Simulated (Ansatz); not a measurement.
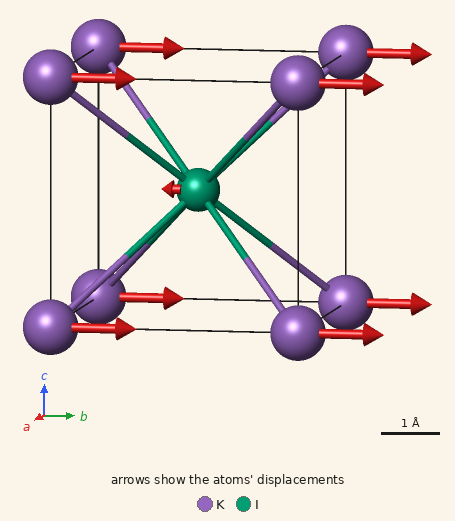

One vibrational mode of a crystal of KI (a generated structure) at a fixed volume at the zone centre. Displacements are drawn as red arrows; their common scale and sign are arbitrary. Style: ball-and-stick. Shown: the cell of the calculation, slightly off an axis.

Method: DFT PBE, scalar-relativistic, plane waves, PAW (Ansatz 0.2.0).

Input file:
```yaml
crystal:
  lattice:
    - [4.4005, 0.0, 0.0]
    - [0.0, 4.4005, 0.0]
    - [0.0, 0.0, 4.4005]
  atoms:
    - { symbol: K, position: [0.0, 0.0, 0.0] }
    - { symbol: I, position: [0.5, 0.5, 0.5] }
basis:
  ecutwfc: 420
kpoints:
  mp_grid: { grid: [6, 6, 6] }
hamiltonian:
  xc: pbe
scf:
  occupations: { method: fixed }
output:
  eigenvalues: true
phonons:
  method: dfpt
  dielectric: true
  rigid_motions: translations
  eigenvectors: true
```

Launched with:
```bash
ansatz run input.yaml --threads 1 --pin off --max-ram 1228MiB --backend cpu --events-out ev --progress --plain --runs-dir out
```

Frequencies are those without the non-analytic (LO–TO) term.

**Give the symmetry, activity and frequency of this mode.**

This is the T₁u mode (triply degenerate; one member of the set is drawn) at 6.6 meV, the only optical level, infrared-active by symmetry. The K sublattice moves against the I sublattice, along b; the kinetic energy is shared as K 76 %, I 24 %. Its infrared intensity is 3.7 (D/Å)²/amu for the set. The value is the transverse one; the longitudinal partner lies at 113 cm⁻¹.
